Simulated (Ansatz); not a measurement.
**A series of single points on Ir**

System: Ir (P6₃/mmc, 2 atoms in the cell).
Method: DFT LDA, scalar-relativistic, plane waves, PAW, no spin polarisation (Ansatz 0.2.0).

The 6 runs differ only in the geometry, by a strain of the cell at fixed fractional positions. Against run 4, the strain is εxx = η, εyy = η and εzz = −0.74 η. The structure derives from a Materials Project entry.

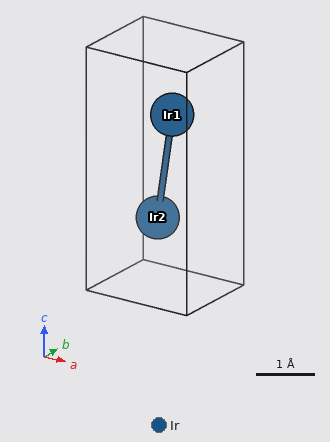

Figure 1. The structure of run 4 (ball-and-stick view of the cell of the calculation, seen slightly off an axis; atoms are numbered from 1 in the order of the input).

**Input of run 4**
```yaml
crystal:
  lattice:
    - [2.7684, 0.0, 0.0]
    - [-1.3842, 2.3975047278, 0.0]
    - [0.0, 0.0, 4.3131]
  atoms:
    - { symbol: Ir, position: [0.6666666667, 0.3333333333, 0.75] }
    - { symbol: Ir, position: [0.3333333333, 0.6666666667, 0.25] }
basis:
  ecutwfc: 420
kpoints:
  mp_grid: { grid: [18, 18, 10] }
hamiltonian:
  xc: lda
scf:
  occupations: { method: gaussian, width: 0.15 }
output:
  forces: true
  stress: true
  eigenvalues: true
```

Command:
```bash
ansatz run input.yaml --threads 1 --pin off --max-ram 2048MiB --backend cpu --events-out ev --progress --plain --runs-dir out
```

Run 2 differs from it as follows:
```diff
-    - [2.7684, 0.0, 0.0]
-    - [-1.3842, 2.3975047278, 0.0]
-    - [0.0, 0.0, 4.3131]
+    - [2.579, 0.0, 0.0]
+    - [-1.2895, 2.2334795163, 0.0]
+    - [0.0, 0.0, 4.5325]
```

**Results, with one run withheld**

```csv
run,strain parameter η (%),"free energy per atom, from the lowest run given (meV)",pressure (GPa)
1,−9.1208,384.78,57.87
2,−6.8414,?,?
3,−4.5615,6.08,13.96
4,0.0000,0.00,−9.91
5,2.2793,78.90,−16.90
6,4.5586,184.63,−21.83
```

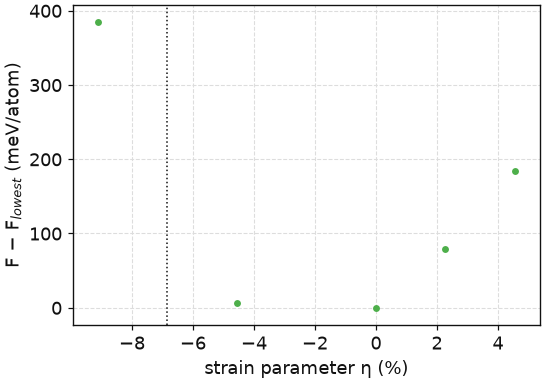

Figure 2. Free energy per atom of the runs given; the dotted line marks run 2.

What should run 2 give?

A cubic polynomial in the coordinate, fitted to the 5 runs given, misses them by at most 0.46 meV per atom. With x = η + 1.3689, it reads F = −26.778 + 11.756 x + 5.9082 x² − 0.31692 x³ (meV per atom). At run 2 it gives 137.77 meV per atom, and the run itself gives 133.98. The fit has its minimum at η = −2.2948 %. So low a polynomial doesn't follow these energies more closely.

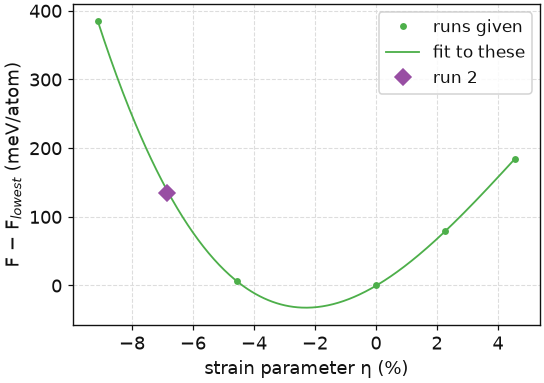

Figure 3. The fit and the withheld run.

**Output, shortened to warnings, some set-up lines, iterations and results (run 2)**
```
Basis set: ecut = 420 eV, 513 PW (Γ)
Symmetry: 24 space group operations
k-points: 222 of 3240
Initial density: superposition of atomic densities (neutral atoms: chi_scale 0, normalization atom), corrected by the library's trained network
[...]
SCF iter   1: F=—  HF=-23326.309718 eV  |F-HF|=—  |Δ(HF+E_count)|=         —  Δρ=8.56e-3  dr2=4.23e-3  ethr=1.77e-3  ⟨swp⟩=4.8  Hψ=18301  notcnv=0
SCF iter   2: F=—  HF=-23326.311245 eV  |F-HF|=—  |Δ(HF+E_count)|=   1.53e-3  Δρ=4.84e-3  dr2=1.36e-3  ethr=1.24e-5  ⟨swp⟩=1.9  Hψ=7791  notcnv=0
SCF iter   3: F=—  HF=-23326.311631 eV  |F-HF|=—  |Δ(HF+E_count)|=   3.86e-4  Δρ=3.18e-4  dr2=1.23e-5  ethr=4.00e-6  ⟨swp⟩=2.2  Hψ=6541  notcnv=0
SCF iter   4: F=—  HF=-23326.311633 eV  |F-HF|=—  |Δ(HF+E_count)|=   1.83e-6  Δρ=7.74e-5  dr2=1.11e-6  ethr=3.63e-8  ⟨swp⟩=1.2  Hψ=4863  notcnv=0
SCF iter   5: F=-23326.311633 eV  HF=-23326.311633 eV  |F-HF|=1.55e-8  |Δ(HF+E_count)|=   1.55e-7  Δρ=1.34e-5  dr2=3.62e-8  ethr=3.28e-9  ⟨swp⟩=2.1  Hψ=5920  notcnv=0
SCF iter   6: F=-23326.311633 eV  HF=-23326.311633 eV  |F-HF|=1.64e-10  |Δ(HF+E_count)|=   1.05e-8  Δρ=2.04e-6  dr2=5.72e-10  ethr=1.06e-10  ⟨swp⟩=2.8  Hψ=15869  notcnv=0
SCF 1 converged in 6 iterations: F = -23326.311633 eV  dr2 = 5.72e-10
SCF converged after 6 iterations
Free energy (F): -23326.311633 eV
Harris-Foulkes:  -23326.311633 eV  (|F-HF|=1.64e-10)
Internal energy: -23326.289226 eV  (E = F + TS)
E sigma→0 (E₀):  -23326.300429 eV
Entropy (-TS):   -0.022407 eV (-11.203 meV/atom)
Fermi energy:    28.180929 eV
--- Per-component energies (eV) ---
  E_band       = -97.944805
  E_kinetic    = 1256.782669
  E_local      = -1966.633274  (includes V_loc(G=0)·N_el)
  E_nonlocal   = 160.566676
  E_hartree    = 766.843203
  E_xc         = -536.528269
  E_vxc        = -604.561919  (∫ρ·V_xc dr)
  E_paw        = -17907.620288  (= ΣΔE_a)
  E_vpaw       = -477.785590  (= ΣTr[D̂ρ^β])
  E_aug_tail   = 0.000104  (compensation charges beyond the density's cutoff)
  E_ewald      = -5100.523252
  E_core_change = 0.823204  (= ΣΔE_core)
  E_smearing   = -0.022407  (= −TS)
  E_closure    = 0.000000  (closes the sum)
  Σ components = -23326.311633   (vs F -23326.311633, Δ=0.00e0)
--- Forces (eV/Å), atoms counted from 1 ---
  atom   1  Ir     0.00000000    -0.00000000     0.00000000
  atom   2  Ir    -0.00000000     0.00000000     0.00000000
  max |Σ_I F_I| component: 0.00e0 eV/Å
--- Stress (GPa, compression-positive) ---
       47.212010       0.000000       0.000000
        0.000000      47.212010       0.000000
        0.000000       0.000000       3.834367
  P = ⅓ Tr σ = 32.7528 GPa (327.528 kbar)
```

Notes: Spin–orbit coupling is left out, which matters for Ir.
